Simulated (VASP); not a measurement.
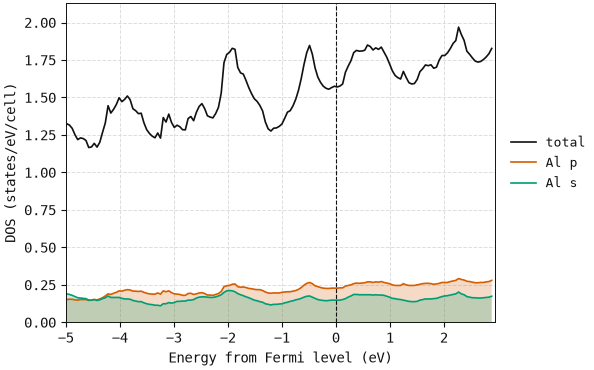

Density of states. Energies are counted from the Fermi level. The partial curves are projected inside the PAW spheres; the rest of the total lies in parts that aren't drawn and between the spheres.

System: Al, space group P6_3/mmc, 4 atoms in the cell; a = 2.840 Å, c = 9.474 Å (hexagonal axes).

Level of theory: PBE, VASP PAW PBE potentials, release 64 (Al), no spin polarisation, no spin-orbit coupling, 14×14×4 k mesh in the self-consistent step, 520 eV cutoff, Fermi-Dirac smearing of 0.08 eV; code VASP 6.6.1.

> Metal or insulator, and how many states lie at the Fermi level?

It is a metal. The density of states at the Fermi level is about 1.6 per eV and cell (mean within 0.25 eV), or 0.4 per atom.

The density of states was taken on a 21×21×6 mesh with the tetrahedron method. This isn't the form of Al at room conditions, which is fcc.
